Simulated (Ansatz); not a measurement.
## Density-of-states calculation of Ir8O13 (part 1 of 2)

Ir8O13 (P1, 21 atoms in the cell), computed with DFT PBE, scalar-relativistic, plane waves, PAW, no spin polarisation (Ansatz 0.2.0).

The structure was built on a prototype by a generator; it need not be a known phase. It belongs to a series of runs on one base structure; here: 3 of 16 O atoms taken out at random, relaxed. Figures and captions count atoms from 1; the log counts them from 0 in places.

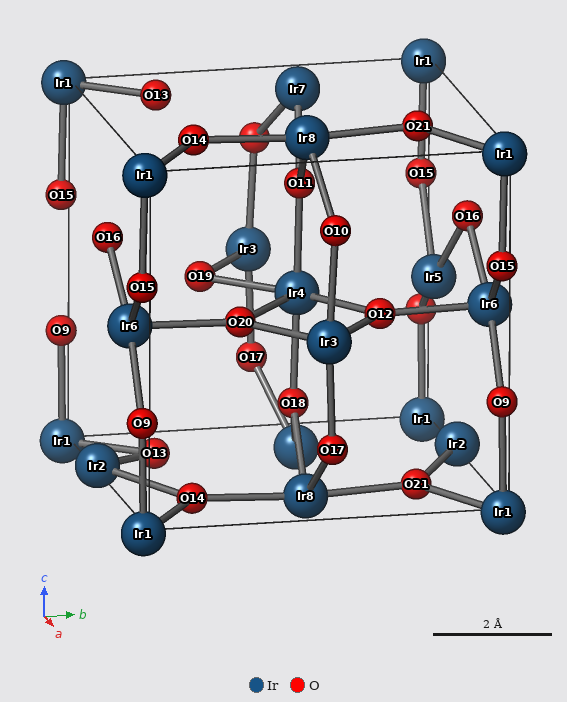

Fig. 1: The structure (ball-and-stick view of the cell of the calculation, set on other vectors, seen slightly off an axis; atoms are numbered from 1 in the order of the input).

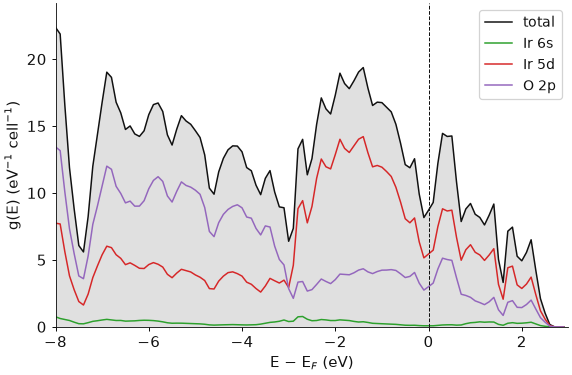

Fig. 2: Density of states (projected on Löwdin-orthogonalised atomic shells), with energies from the Fermi level. There are states at the Fermi level: a metal at this level of theory.

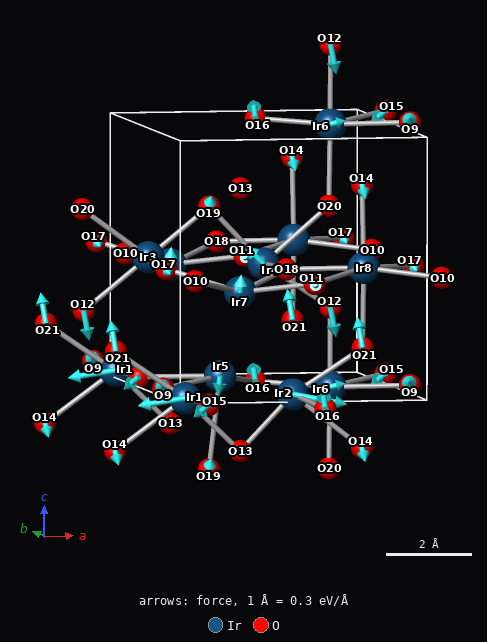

Fig. 3: Forces on the atoms as teal arrows (ball-and-stick view of the cell of the calculation, seen slightly off an axis; bonded neighbours outside the cell are drawn too; atoms are numbered from 1 in the order of the input). The largest act on Ir2 (0.40 eV/Å); Ir1 (0.34 eV/Å); O16, O21 (0.23 eV/Å); O12 (0.22 eV/Å), among others. The geometry is not a stationary point of this energy.

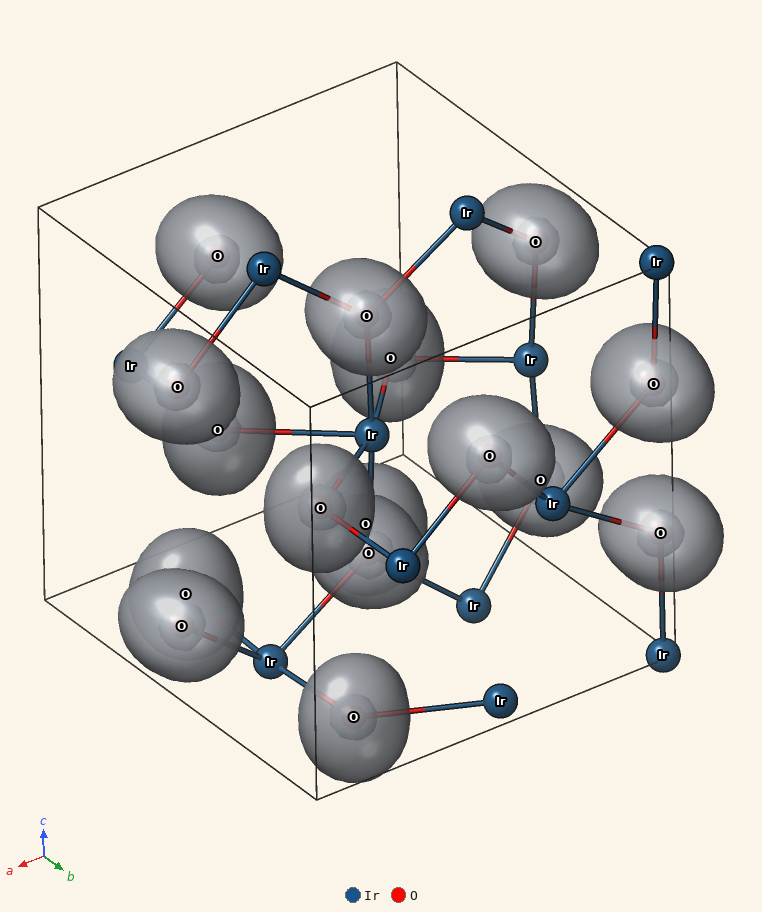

Fig. 4: Isosurface of the electron localisation function at 0.65 (grey), seen at an oblique angle. Core shells and regions of very low density are left out. Sticks mark near contacts. The outline is the cell set on symmetry axes. Values along the shortest contacts: Ir–O (1.89 Å): the ELF is about 0.25 at the midpoint (no shared pair; the contact is polar). Ir–O (1.93 Å): the ELF is about 0.20 at the midpoint (no shared pair; the contact is polar). The fields are those of the smooth PAW valence density.

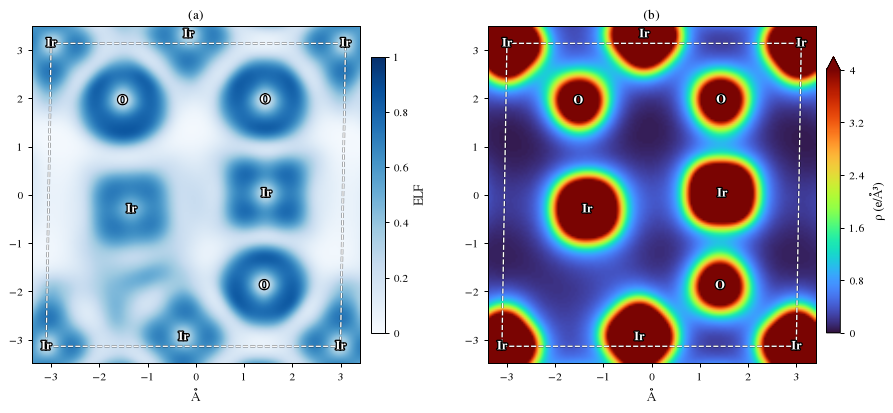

Fig. 5: (a) electron localisation function; (b) valence pseudo-density on the (001) plane of the conventional cell. The plane passes through Ir and O nuclei. Ir–O (1.90 Å): the density is about 1.2 e/Å³ at the midpoint; the ELF is about 0.25 at the midpoint (no shared pair; the contact is polar). Ir–O (1.94 Å): ρ at the midpoint is about 1.1 e/Å³; the ELF is about 0.20 at the midpoint; a polar contact without a shared pair, in a metal. Ir–O (1.99 Å): ρ is about 0.93 e/Å³ halfway; the ELF is about 0.20 at the midpoint; no shared pair; the contact is polar. Ir–O (2.02 Å): ρ is about 0.85 e/Å³ halfway; the ELF is about 0.15 at the midpoint; no shared pair; the contact is polar. Ir–O (2.03 Å): ρ at the midpoint is about 0.85 e/Å³; the ELF is about 0.20 at the midpoint; no shared pair; the contact is polar. Away from the nuclei the density in this plane falls to 0.05 e/Å³ at its lowest. The strong features right at Ir lie inside the PAW spheres (semicore, d or f shells) and say nothing about bonding.

These pictures come from the run below.

Input file:
```yaml
crystal:
  lattice:
    - [0.073798, 0.00266, 6.096673]
    - [4.508902, 4.496789, 0.054447]
    - [-4.44369, 4.431576, -0.050659]
  atoms:
    - { symbol: Ir, position: [0.0186313614, 0.9955718265, 0.0199790232] }
    - { symbol: Ir, position: [0.4684495717, 0.0431967972, 0.023961798] }
    - { symbol: Ir, position: [0.011719683, 0.4980014073, 0.5039692003] }
    - { symbol: Ir, position: [0.4775425256, 0.4953946029, 0.4735475059] }
    - { symbol: Ir, position: [0.2940782459, 0.4671452592, 0.051661671] }
    - { symbol: Ir, position: [0.7507776335, 0.504622167, 0.9994146904] }
    - { symbol: Ir, position: [0.2431045267, 0.0002012085, 0.4207645454] }
    - { symbol: Ir, position: [0.7437015475, 0.9990262439, 0.5073404783] }
    - { symbol: O, position: [0.0174021658, 0.3035431278, 0.0240831123] }
    - { symbol: O, position: [0.0044362237, 0.8056786934, 0.4860648827] }
    - { symbol: O, position: [0.489386518, 0.8039307119, 0.4697867255] }
    - { symbol: O, position: [0.7497067241, 0.497335983, 0.3040017543] }
    - { symbol: O, position: [0.2452118976, 0.0070861692, 0.8154925648] }
    - { symbol: O, position: [0.7398084521, 0.0104026729, 0.8219121355] }
    - { symbol: O, position: [0.0270562832, 0.6856173047, 0.0281349894] }
    - { symbol: O, position: [0.5004725699, 0.6875171541, 0.0056543384] }
    - { symbol: O, position: [0.9987267093, 0.1934581933, 0.4909133552] }
    - { symbol: O, position: [0.4840682242, 0.1903319942, 0.4844377869] }
    - { symbol: O, position: [0.2580757164, 0.4967396684, 0.6932890569] }
    - { symbol: O, position: [0.7429993911, 0.4954820859, 0.6908535367] }
    - { symbol: O, position: [0.7432921893, 0.0133716461, 0.2001423261] }
basis:
  ecutwfc: 420
kpoints:
  mp_grid: { grid: [5, 5, 5] }
hamiltonian:
  xc: pbe
scf:
  occupations: { method: gaussian, width: 0.1 }
  n_extra_bands: 10
output:
  forces: true
  stress: true
  eigenvalues: true
  populations: true
  dos:
    method: { smearing: { sigma: 0.1, scheme: gaussian } }
    projected: true
    de: 0.02
  write_density: true
  write_potential: true
  elf: true
  volumetric_format: npy
```

Run as:
```bash
ansatz run input.yaml --threads 4 --pin off --max-ram 9216MiB --backend cpu --events-out ev --progress --plain --runs-dir out
```

What the program printed:
```
scf.n_extra_bands = 10 over 107 filled bands (N_el = 214.0): the run solves 117 bands
Engine: ansatz 0.2.0, x86_64-unknown-linux-gnu
Pseudopotentials: kind: paw
Pseudopotential: Ir, paw, valence charge 17, recommended cutoff 420 eV (normal), Ir.paw.azcp
Pseudopotential: O, paw, valence charge 6, recommended cutoff 420 eV (normal), O.paw.azcp
Functional definition: PBE
  parameter kappa = 0.804
  parameter beta = 0.06672455060314922
  exchange = pbe_x(kappa = kappa, mu = beta*pi^2/3)
  correlation = pbe_c(beta = beta)
Crystal: 21 atoms, lattice volume = 243.612 Å³
Basis set: ecut = 420 eV, 4763 PW (Γ), exchange–correlation on 90×90×90 points (8 copies of the dense FFT grid, shifted against one another)
Bands: 117, of which v1, the nominal top of the filled ones, is band 107 counted from 1 (106 counted from 0)
Symmetry: 1 space group operations
Space group: P1 (ITA 1), of the structure as read, at distance tolerance 6.2e-5 Å
k-points: 63 of 125 (time reversal used)
Non-local potential: Ir, projectors of the file, l = 0: 3, l = 1: 2, l = 2: 2, l = 3: 1
Non-local potential: O, projectors of the file, l = 0: 2, l = 1: 2, l = 2: 1
PAW form: soft (Blöchl's): semilocal exchange-correlation on the pseudo side does not see the compensation charge
PAW one-centre angular grid: Ir, 590 points (default); XC on 64 Gauss nodes
PAW one-centre angular grid: O, 110 points (default); XC on 64 Gauss nodes
Initial density: superposition of atomic densities (neutral atoms: chi_scale 0, normalization atom), corrected by the library's trained network
Initial wavefunctions: pseudopotential atomic-orbital guess
Functional: x = pbe(κ = 0.804, μ = 0.2195149727645171), c = pbe(β = 0.06672455060314922)
SCF iter   1: F=—  HF=-102836.993843 eV  |F-HF|=—  |Δ(HF+E_count)|=         —  Δρ=1.30e-2  dr2=3.85e-1  ethr=1.77e-3  ⟨swp⟩=5.0  Hψ=25811  notcnv=0
preconditioner: auto → LDOS  [metal: Δε(μ)=0.003 eV  Ē_g=8.059 eV  σ=0.100 eV  W_gap=0.02  n_scr=80 (ndim 8)  ℏωp=29.1 eV  f_vac=0.030  D(μ)=8.19/eV (n_scr^D=68)  β→1.0]
SCF iter   2: F=—  HF=-102836.970619 eV  |F-HF|=—  |Δ(HF+E_count)|=   2.32e-2  Δρ=6.27e-3  dr2=1.05e-1  ethr=1.80e-4  ⟨swp⟩=2.3  Hψ=13828  notcnv=0  defer=129
SCF iter   3: F=—  HF=-102836.950544 eV  |F-HF|=—  |Δ(HF+E_count)|=   2.01e-2  Δρ=1.51e-3  dr2=9.71e-3  ethr=4.93e-5  ⟨swp⟩=2.0  Hψ=11163  notcnv=0  defer=129
SCF iter   4: F=—  HF=-102836.948768 eV  |F-HF|=—  |Δ(HF+E_count)|=   1.78e-3  Δρ=5.18e-4  dr2=7.72e-4  ethr=4.54e-6  ⟨swp⟩=2.0  Hψ=12005  notcnv=0  defer=129
SCF iter   5: F=—  HF=-102836.948649 eV  |F-HF|=—  |Δ(HF+E_count)|=   1.19e-4  Δρ=1.62e-4  dr2=5.20e-5  ethr=3.61e-7  ⟨swp⟩=2.0  Hψ=12460  notcnv=0  defer=129
SCF iter   6: F=—  HF=-102836.948413 eV  |F-HF|=—  |Δ(HF+E_count)|=   2.35e-4  Δρ=5.78e-5  dr2=7.48e-6  ethr=2.43e-8  ⟨swp⟩=2.0  Hψ=11191  notcnv=0  defer=24
SCF iter   7: F=—  HF=-102836.948413 eV  |F-HF|=—  |Δ(HF+E_count)|=   2.18e-8  Δρ=1.75e-5  dr2=7.06e-7  ethr=3.49e-9  ⟨swp⟩=2.0  Hψ=11031  notcnv=0  defer=24
SCF iter   8: F=-102836.948413 eV  HF=-102836.948413 eV  |F-HF|=4.57e-8  |Δ(HF+E_count)|=   4.01e-8  Δρ=6.08e-6  dr2=7.77e-8  ethr=4.67e-11  ⟨swp⟩=12.0  Hψ=51705  notcnv=0
SCF 1 converged in 8 iterations: F = -102836.948413 eV  dr2 = 7.77e-8
  greatest PAW one-centre occupation: 1.000 electrons in one spin orbital (limit 2), on the Ir atom at site 7 (counted from 0), in its partial waves of l = 0
SCF converged after 8 iterations
Free energy (F): -102836.948413 eV
Harris-Foulkes:  -102836.948413 eV  (|F-HF|=4.57e-8)
Internal energy: -102836.904553 eV  (E = F + TS)
E sigma→0 (E₀):  -102836.926483 eV
Entropy (-TS):   -0.043860 eV (-2.089 meV/atom)
Fermi energy:    14.201623 eV
--- Per-component energies (eV) ---
  E_band       = -1912.158946
  E_kinetic    = 7227.128341
  E_local      = -17205.256817  (includes V_loc(G=0)·N_el)
  E_nonlocal   = 1212.146043
  E_hartree    = 6378.523212
  E_xc         = -3077.261740
  E_vxc        = -3590.760006  (∫ρ·V_xc dr)
  E_paw        = -75838.207793  (= ΣΔE_a)
  E_vpaw       = -2312.490289  (= ΣTr[D̂ρ^β])
  E_aug_tail   = 0.032161  (compensation charges beyond the density's cutoff)
  E_ewald      = -21534.007961
  E_smearing   = -0.043860  (= −TS)
  E_closure    = 0.000000  (closes the sum)
  Σ components = -102836.948413   (vs F -102836.948413, Δ=0.00e0)
```
